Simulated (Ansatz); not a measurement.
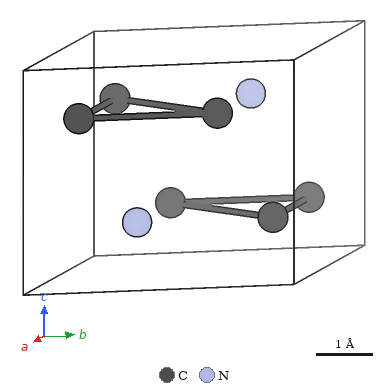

Starting structure of a crystal of C3N (a generated structure, set up in P6_3/mmc) (coarse preliminary run). A ball-and-stick model of the cell of the calculation, seen slightly off an axis.

Level of theory: DFT PBE, scalar-relativistic, plane waves, PAW in Ansatz.

The input:
```yaml
crystal:
  lattice:
    - [5.03628095, 0.0, 0.0]
    - [-2.51814048, 4.36154725, 0.0]
    - [0.0, 0.0, 4.06936998]
  atoms:
    - { symbol: C, position: [0.16279149, 0.32558298, 0.25] }
    - { symbol: C, position: [0.16279149, 0.83720851, 0.25] }
    - { symbol: C, position: [0.67441702, 0.83720851, 0.25] }
    - { symbol: C, position: [0.83720851, 0.67441702, 0.75] }
    - { symbol: C, position: [0.83720851, 0.16279149, 0.75] }
    - { symbol: C, position: [0.32558298, 0.16279149, 0.75] }
    - { symbol: "N", position: [0.33333333, 0.66666667, 0.75] }
    - { symbol: "N", position: [0.66666667, 0.33333333, 0.25] }
basis:
  ecutwfc: 420
kpoints:
  mp_grid: { grid: [6, 6, 4] }
hamiltonian:
  xc: pbe
scf:
  occupations: { method: gaussian, width: 0.1 }
  lower_state_search: "off"
output:
  forces: true
  stress: true
  eigenvalues: true
relax:
  adjacent_minimum: "off"
  f_tol: 0.04
  max_steps: 70
  cell: { stress_tol: 0.4 }
```

Launched with:
```bash
ansatz run input.yaml --threads 1 --pin off --max-ram 2560MiB --backend cpu --events-out ev --progress --plain --runs-dir out
```

What does the optimiser find from here?

Answer. The energy falls by 862 meV per atom in 8 accepted moves (10 points after the start). The largest force component goes from 0.32 to 0.014 eV/Å. Pressure: −30.19 GPa at the start and −0.08 GPa at the end. The line search rejected the trial step at point 4 of the run. At 1 point the geometry stayed and the basis and grid were re-selected for the new cell (energy shift of 3.1 meV per atom at most each time). The largest moves relative to the cell, 0.39 Å, are those of C1, C2, C3, C4, C5 and C6. C6 goes along [−2 −1 0]. N stays in place. The volume changes by −29.5 %, with a = b 5.036 → 4.821 Å (−4.3 %), c 4.069 → 3.129 Å (−23.1 %). Some distances before and after: C1–C2 2.460 → 1.683 Å, C1–C5 2.481 → 1.842 Å, C1–C2 (another image) 2.577 → 3.138 Å. New bonds form, among them: C1–C5 (2.48 → 1.84 Å), C1–C6 (2.48 → 1.84 Å), C2–C4 (2.48 → 1.84 Å), C2–C6 (2.48 → 1.84 Å). The space group stays P6_3/mmc (No. 194). Cost: 34 s on 1 thread of Arm Neoverse V1 (shared host), peak memory 0.35 GiB.

The structure at the end:

```
C N
1.0
     4.82080    0.00000    0.00000
    -2.41040    4.17493    0.00000
     0.00000    0.00000    3.12897
C N
6 2
Direct
  0.11635 0.23270 0.25000
  0.11635 0.88365 0.25000
  0.76730 0.88365 0.25000
  0.88365 0.76730 0.75000
  0.88365 0.11635 0.75000
  0.23270 0.11635 0.75000
  0.33333 0.66667 0.75000
  0.66667 0.33333 0.25000
```

The end point in the same view:

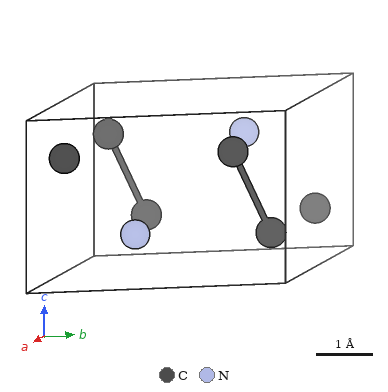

Limits of the set-up: the k-point mesh is coarse for a cell with partly filled bands; layers or molecules are held without a dispersion correction, so their spacing is unreliable.
